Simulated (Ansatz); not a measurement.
System: a (101) slab cut from TaSi2 (P6_222), ended by Si planes, 36 atoms in the cell; a = 4.76 Å, b = 8.10 Å, c = 28.35 Å, α = 90.00°, β = 90.00°, γ = 107.09°.

Ansatz; DFT PBEsol, scalar-relativistic, plane waves, PAW, no spin polarisation, 8×5×1 k mesh.

What does the potential across the slab give for the work function?

The work function is 5.13 eV at the right face and 4.58 eV at the left. The vacuum level is 0.54 eV higher at the right than at the left, so the slab carries a dipole along its normal; the ramp in the vacuum, at or near the edge of the plot, is the dipole correction that keeps each side flat. The outermost atoms are 13.2 Å apart, which leaves 15.1 Å of vacuum in a cell 28.4 Å high.

Spin-orbit coupling is left out, which matters for Ta.

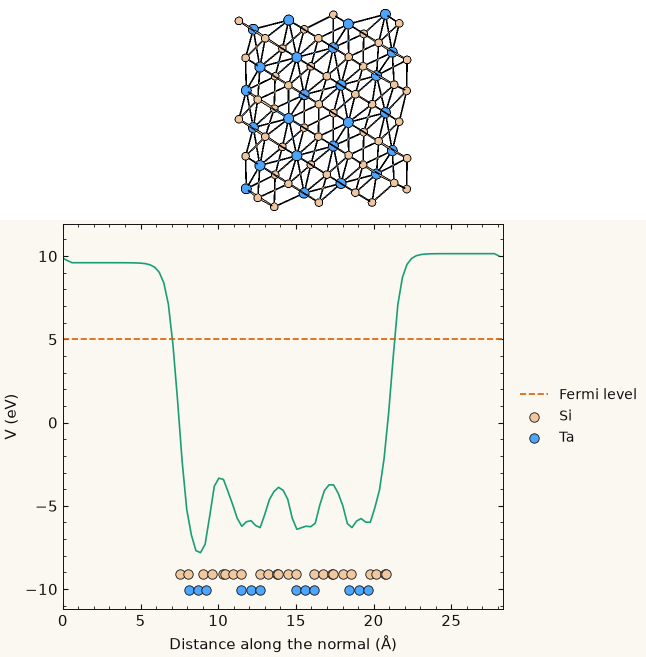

Plane-averaged electrostatic potential energy of an electron across the slab; circles at the bottom mark the heights of the atoms (positions after relaxation). The structure is drawn too.
